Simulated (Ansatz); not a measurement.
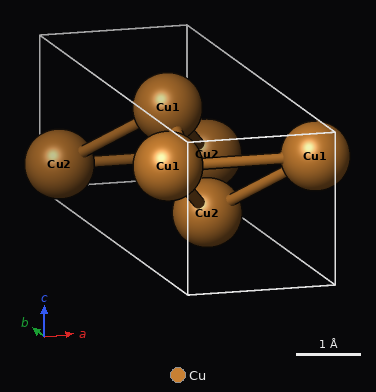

This is the input geometry for a relaxation of solid Cu (set up in Cmcm). A ball-and-stick model of the conventional cell (2 times the calculation's cell), seen slightly off an axis. Lengths and directions refer to the drawn axes.

The run lets cell and atoms move.

The calculation used Kohn-Sham DFT of a periodic cell, PBE, Ansatz PAW (Ansatz 0.2.0).

Input
```yaml
crystal:
  lattice:
    - [1.21846369, -3.9763780104, 0.0]
    - [1.21846369, 3.9763780104, 0.0]
    - [0.0, 0.0, 2.4754955235]
  atoms:
    - { symbol: Cu, position: [0.86613335, 0.13386665, 0.75] }
    - { symbol: Cu, position: [0.13386665, 0.86613335, 0.25] }
hamiltonian:
  xc: pbe
  pseudopotentials: { kind: paw }
kpoints:
  mp_grid: { grid: [11, 11, 11] }
scf:
  occupations: { method: fermi_dirac, width: 0.05 }
output:
  forces: true
  stress: true
  eigenvalues: true
  write_density: true
  write_potential: true
  elf: true
  volumetric_format: npy
relax:
  f_tol: 0.01
  max_steps: 40
  cell: { stress_tol: 0.05 }
```

Command:
```bash
ansatz run input.yaml --threads 2 --pin off --max-ram 5632MiB --backend cpu --events-out ev --progress --plain --runs-dir out
```

Q: Predict the outcome.

A: The energy falls by 11.3 meV per atom in 3 accepted moves (4 points after the start). Largest force component: 0.049 eV/Å at the start, 0.0001 eV/Å at the end. Pressure: 6.60 GPa at the start and −0.04 GPa at the end. At 1 point the geometry stayed and the basis and grid were re-selected for the new cell (energy shift of 0.4 meV per atom at most each time). No atom moves by more than 0.005 Å relative to the cell. The drawn cell changes as follows: a 2.437 → 2.481 Å (+1.8 %), b 7.953 → 8.034 Å (+1.0 %), c 2.475 → 2.522 Å (+1.9 %); the volume changes by +4.8 %. Some distances before and after: Cu1–Cu1 2.475 → 2.522 Å, Cu1–Cu1 (another image) 2.437 → 2.481 Å, Cu1–Cu2 2.463 → 2.496 Å, Cu1–Cu2 (another image) 2.535 → 2.569 Å. The space group stays Cmcm (No. 63). The run took 18 s on 2 threads of Arm Neoverse V2, with other jobs on the host, peak memory 0.4 GiB.

After the run, drawn alike:

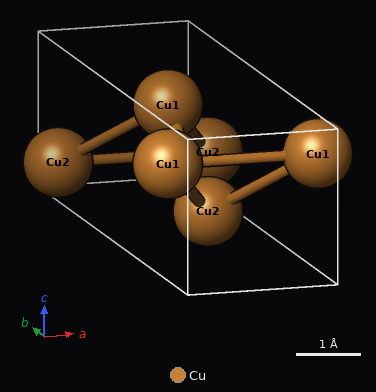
